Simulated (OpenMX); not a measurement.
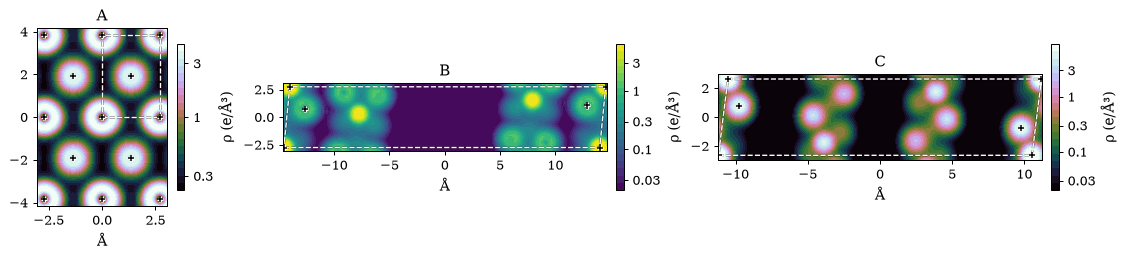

The valence pseudo-density of 3 systems, each on a plane through atoms (crosses mark nuclei in the plane).

The calculation used OpenMX, Kohn-Sham DFT of a periodic cell, PBE, OpenMX 2013 PBE set.

System 1: MoS2, the (111) plane of the conventional cell. Space group P-6m2; a structure from a database of computed crystals, not necessarily the ambient phase; not relaxed (largest force 0.7 eV/Å); computed pressure about 3 GPa in this cell.

```cif
data_structure
_symmetry_space_group_name_H-M 'P 1'
_symmetry_Int_Tables_number 1
_cell_length_a 3.1840
_cell_length_b 3.1840
_cell_length_c 28.3873
_cell_angle_alpha 90.000
_cell_angle_beta 90.000
_cell_angle_gamma 120.000
_cell_volume 249.23
loop_
_atom_site_label
_atom_site_type_symbol
_atom_site_fract_x
_atom_site_fract_y
_atom_site_fract_z
_atom_site_occupancy
Mo1 Mo 0.33333 0.66667 0.22816 1
Mo2 Mo 0.33333 0.66667 0.77184 1
Mo3 Mo 0.66667 0.33333 0.00000 1
S1 S 0.66667 0.33333 0.17349 1
S2 S 0.66667 0.33333 0.71719 1
S3 S 0.33333 0.66667 0.94533 1
S4 S 0.66667 0.33333 0.28281 1
S5 S 0.66667 0.33333 0.82651 1
S6 S 0.33333 0.66667 0.05467 1
```

System 2: HfN, the (101) plane of the conventional cell. Space group Pm-3m; a generated structure, not necessarily the stable one; computed pressure about 35 GPa in this cell.

```xyz
2
Lattice="2.7072 0.0000 0.0000 0.0000 2.7072 0.0000 0.0000 0.0000 2.7072" Properties=species:S:1:pos:R:3 pbc="T T T"
Hf    1.3536    1.3536    1.3536
N     0.0000    0.0000    0.0000
```

System 3: TiO2, the (111) plane of the conventional cell. Space group R-3m; a structure from a database of computed crystals, not necessarily the ambient phase; not relaxed (largest force 0.8 eV/Å); computed pressure about −6 GPa in this cell.

Q: Match each panel to its system.

A: Panel A is system 2, HfN: the plane holds Hf and N. Hf–N (2.34 Å): the density is about 0.4 e/Å³ at the midpoint. Panel B is system 1, MoS2: the plane holds Mo and S. Mo–S (2.41 Å): ρ at the midpoint is about 0.57 e/Å³. Panel C is system 3, TiO2: the plane holds Ti and O. Ti–O (2.03 Å): ρ is about 0.57 e/Å³ halfway.
